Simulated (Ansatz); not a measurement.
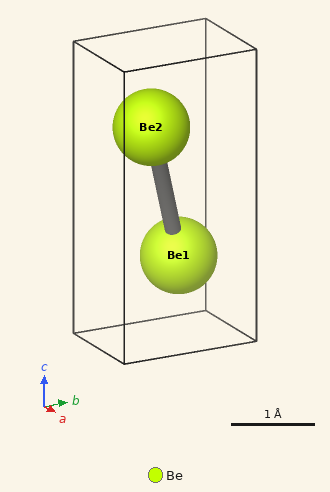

Fig. 1: The structure (ball-and-stick view of the cell of the calculation, seen slightly off an axis; atoms are numbered from 1 in the order of the input). Near neighbours in the crystal (not all of them lie inside the picture): Be has 12 Be at 2.23 to 2.29 Å.

## Two runs on Be

System: Be (P6₃/mmc, 2 atoms in the cell).
Method of run A: DFT PBE, scalar-relativistic, plane waves, PAW, no spin polarisation (Ansatz 0.2.0).

The structure derives from an entry of the Crystallography Open Database. Text and figures count atoms from 1; the logs count them from 0 in places.

**Input file, run A**
```yaml
crystal:
  lattice:
    - [2.2853, 0.0, 0.0]
    - [-1.14265, 1.9791278553, 0.0]
    - [0.0, 0.0, 3.5842]
  atoms:
    - { symbol: Be, position: [0.3333333333, 0.6666666667, 0.25] }
    - { symbol: Be, position: [0.6666666667, 0.3333333333, 0.75] }
basis:
  ecutwfc: 420
  fft_grid_basis: typed
kpoints:
  mp_grid: { grid: [18, 18, 10] }
hamiltonian:
  xc: pbe
scf:
  occupations: { method: gaussian, width: 0.05 }
output:
  forces: true
  stress: true
  eigenvalues: true
  bader: true
  write_density: true
  volumetric_format: npy
  elf: true
```

Launched with:
```bash
ansatz run input.yaml --threads 1 --pin off --max-ram 2560MiB --backend cpu --events-out ev --progress --plain --runs-dir out
```

Hardware: 1 thread of Arm Neoverse V1, 24 GiB of memory available, shared host.

**Output, shortened to warnings, some set-up lines, iterations and results (run A)**
```
Basis set: ecut = 420 eV, 311 PW (Γ), exchange–correlation on 32×32×48 points (8 copies of the dense FFT grid, shifted against one another)
Symmetry: 24 space group operations
k-points: 222 of 3240
Initial density: superposition of atomic densities (neutral atoms: chi_scale 0, normalization atom), corrected by the library's trained network
[...]
SCF iter   1: F=—  HF=-185.519569 eV  |F-HF|=—  |Δ(HF+E_count)|=         —  Δρ=1.21e-3  dr2=1.57e-4  ethr=1.77e-3  ⟨swp⟩=5.4  Hψ=12012  notcnv=0
SCF iter   2: F=—  HF=-185.519580 eV  |F-HF|=—  |Δ(HF+E_count)|=   1.18e-5  Δρ=5.95e-4  dr2=3.74e-5  ethr=3.93e-6  ⟨swp⟩=1.3  Hψ=3188  notcnv=0
SCF iter   3: F=—  HF=-185.519648 eV  |F-HF|=—  |Δ(HF+E_count)|=   6.78e-5  Δρ=1.44e-5  dr2=2.00e-8  ethr=9.36e-7  ⟨swp⟩=1.0  Hψ=1329  notcnv=0
SCF iter   4: F=-185.519648 eV  HF=-185.519648 eV  |F-HF|=2.14e-11  |Δ(HF+E_count)|=   1.86e-8  Δρ=1.50e-6  dr2=2.21e-10  ethr=5.00e-10  ⟨swp⟩=2.2  Hψ=1763  notcnv=0
SCF iter   5: F=-185.519648 eV  HF=-185.519648 eV  |F-HF|=3.92e-12  |Δ(HF+E_count)|=  1.38e-11  Δρ=3.36e-7  dr2=1.11e-11  ethr=5.53e-12  ⟨swp⟩=1.0  Hψ=1337  notcnv=0
SCF iter   6: F=-185.519648 eV  HF=-185.519648 eV  |F-HF|=1.14e-13  |Δ(HF+E_count)|=  3.52e-12  Δρ=4.39e-8  dr2=1.86e-13  ethr=1.00e-12  ⟨swp⟩=1.0  Hψ=3357  notcnv=0
SCF 1 converged in 6 iterations: F = -185.519648 eV  dr2 = 1.86e-13
SCF converged after 6 iterations
Free energy (F): -185.519648 eV
Harris-Foulkes:  -185.519648 eV  (|F-HF|=1.14e-13)
Internal energy: -185.519232 eV  (E = F + TS)
E sigma→0 (E₀):  -185.519440 eV
Entropy (-TS):   -0.000417 eV (-0.208 meV/atom)
Fermi energy:    8.045891 eV
--- Per-component energies (eV) ---
  E_band       = 11.655789
  E_kinetic    = 41.441083
  E_local      = 5.455728  (includes V_loc(G=0)·N_el)
  E_nonlocal   = 8.765521
  E_hartree    = 0.081153
  E_xc         = -39.364017
  E_vxc        = -41.354000  (∫ρ·V_xc dr)
  E_paw        = -119.103496  (= ΣΔE_a)
  E_vpaw       = -2.814846  (= ΣTr[D̂ρ^β])
  E_aug_tail   = -0.000001  (compensation charges beyond the density's cutoff)
  E_ewald      = -82.795202
  E_smearing   = -0.000417  (= −TS)
  E_closure    = 0.000000  (closes the sum)
  Σ components = -185.519648   (vs F -185.519648, Δ=0.00e0)
--- Forces (eV/Å), atoms counted from 1 ---
  atom   1  Be    -0.00000000     0.00000000     0.00000000
  atom   2  Be    -0.00000000     0.00000000     0.00000000
  max |Σ_I F_I| component: 2.22e-16 eV/Å
--- Stress (GPa, compression-positive) ---
       -3.731630       0.000000       0.000000
        0.000000      -3.731630       0.000000
        0.000000       0.000000      -1.269241
  P = ⅓ Tr σ = -2.9108 GPa (-29.108 kbar)
--- Bader charges: 2 sites ---
  site symbol  charge [e]  shift [e] shared [e]
     0     Be      0.5098     0.0000     0.0000
     1     Be      0.5098     0.0000     0.0000
  maxima off the nuclei: 2, with 1.0196 electrons
  on the straight line to a nucleus their density falls by 2.1e-3 of itself; PAW files or a low cutoff
  can make one that falls by little (a run on other files and one at a higher cutoff tell): if they did, read the shared
  charge, to which what the maxima have on the atom's side is counted
  estimated error of the sums over rays = 3.9e-4 e
```

For run B the input was changed thus:
```diff
+total_charge: 0.25
-  elf: true
```

What does this change do to the results?

The total energies belong to different systems, so their difference says nothing on which is more stable or more accurate. The pressure goes from −2.91 to 18.06 GPa. A charged cell is computed with a uniform neutralising background, so its energy and pressure depend on the cell and aren't those of a real crystal. The number of SCF iterations is the same.

**Output, shortened to warnings, some set-up lines, iterations and results (run B)**
```
Basis set: ecut = 420 eV, 311 PW (Γ), exchange–correlation on 32×32×48 points (8 copies of the dense FFT grid, shifted against one another)
Symmetry: 24 space group operations
k-points: 222 of 3240
Initial density: superposition of atomic densities (neutral atoms scaled as one to the charged cell's electrons: chi_scale 0, normalization atom), corrected by the library's trained network
[...]
SCF iter   1: F=—  HF=-187.344465 eV  |F-HF|=—  |Δ(HF+E_count)|=         —  Δρ=3.13e-3  dr2=1.35e-3  ethr=1.77e-3  ⟨swp⟩=5.4  Hψ=12004  notcnv=0
SCF iter   2: F=—  HF=-187.344164 eV  |F-HF|=—  |Δ(HF+E_count)|=   3.01e-4  Δρ=1.95e-3  dr2=5.30e-4  ethr=3.61e-5  ⟨swp⟩=1.1  Hψ=3120  notcnv=0
SCF iter   3: F=—  HF=-187.343996 eV  |F-HF|=—  |Δ(HF+E_count)|=   1.69e-4  Δρ=5.23e-5  dr2=3.51e-7  ethr=1.41e-5  ⟨swp⟩=1.0  Hψ=1332  notcnv=0
SCF iter   4: F=—  HF=-187.344072 eV  |F-HF|=—  |Δ(HF+E_count)|=   7.64e-5  Δρ=1.11e-5  dr2=1.61e-8  ethr=9.36e-9  ⟨swp⟩=2.0  Hψ=1747  notcnv=0
SCF iter   5: F=-187.344072 eV  HF=-187.344072 eV  |F-HF|=9.83e-12  |Δ(HF+E_count)|=  8.84e-10  Δρ=6.46e-7  dr2=5.66e-11  ethr=4.28e-10  ⟨swp⟩=1.0  Hψ=1330  notcnv=0
SCF iter   6: F=-187.344072 eV  HF=-187.344072 eV  |F-HF|=1.42e-13  |Δ(HF+E_count)|=  6.54e-12  Δρ=3.38e-8  dr2=7.27e-14  ethr=1.51e-12  ⟨swp⟩=1.2  Hψ=3760  notcnv=0
SCF 1 converged in 6 iterations: F = -187.344072 eV  dr2 = 7.27e-14
SCF converged after 6 iterations
Free energy (F): -187.344072 eV
Harris-Foulkes:  -187.344072 eV  (|F-HF|=1.42e-13)
Internal energy: -187.343334 eV  (E = F + TS)
E sigma→0 (E₀):  -187.343703 eV
Entropy (-TS):   -0.000737 eV (-0.369 meV/atom)
Fermi energy:    6.922140 eV
--- Per-component energies (eV) ---
  E_band       = 10.553416
  E_kinetic    = 37.359565
  E_local      = 5.268886  (includes V_loc(G=0)·N_el)
  E_nonlocal   = 8.534677
  E_hartree    = 0.064321
  E_xc         = -36.797492
  E_vxc        = -38.025249  (∫ρ·V_xc dr)
  E_paw        = -118.978088  (= ΣΔE_a)
  E_vpaw       = -2.713104  (= ΣTr[D̂ρ^β])
  E_aug_tail   = -0.000001  (compensation charges beyond the density's cutoff)
  E_ewald      = -82.795202
  E_smearing   = -0.000737  (= −TS)
  E_closure    = -0.000000  (closes the sum)
  E_deformation_potential = 4.249191  (in the stress; not in F)
  Σ components = -187.344072   (vs F -187.344072, Δ=0.00e0)
--- Forces (eV/Å), atoms counted from 1 ---
  atom   1  Be    -0.00000000    -0.00000000     0.00000000
  atom   2  Be     0.00000000     0.00000000     0.00000000
  max |Σ_I F_I| component: 3.70e-17 eV/Å
--- Stress (GPa, compression-positive) ---
       16.802534      -0.000000       0.000000
        0.000000      16.802534       0.000000
        0.000000       0.000000      20.573330
  P = ⅓ Tr σ = 18.0595 GPa (180.595 kbar)
--- Bader charges: 2 sites ---
  site symbol  charge [e]  shift [e] shared [e]
     0     Be      0.2482     0.0000     0.1250
     1     Be      0.2481     0.0000     0.1250
  maxima off the nuclei: 2, with 0.2463 electrons
  on the straight line to a nucleus their density falls by 2.9e-4 of itself; PAW files or a low cutoff
  can make one that falls by little (a run on other files and one at a higher cutoff tell): if they did, read the shared
  charge, to which what the maxima have on the atom's side is counted
  estimated error of the sums over rays = 5.0e-4 e
```

**The two runs side by side**

| quantity | run A | run B |
| --- | --- | --- |
| outcome | converged | converged |
| free energy per atom (eV) | −92.7598 | −93.6720 |
| gap on the mesh (eV) | 0.00 | 0.00 |
| pressure (GPa) | −2.91 | 18.06 |
| largest force (eV/Å) | 0.000 | 0.000 |
| SCF iterations | 6 | 6 |
| irreducible k-points | 222 | 222 |
| plane waves at Γ | 311 | 311 |
| wall time (shared host) | 46 s | 54 s |
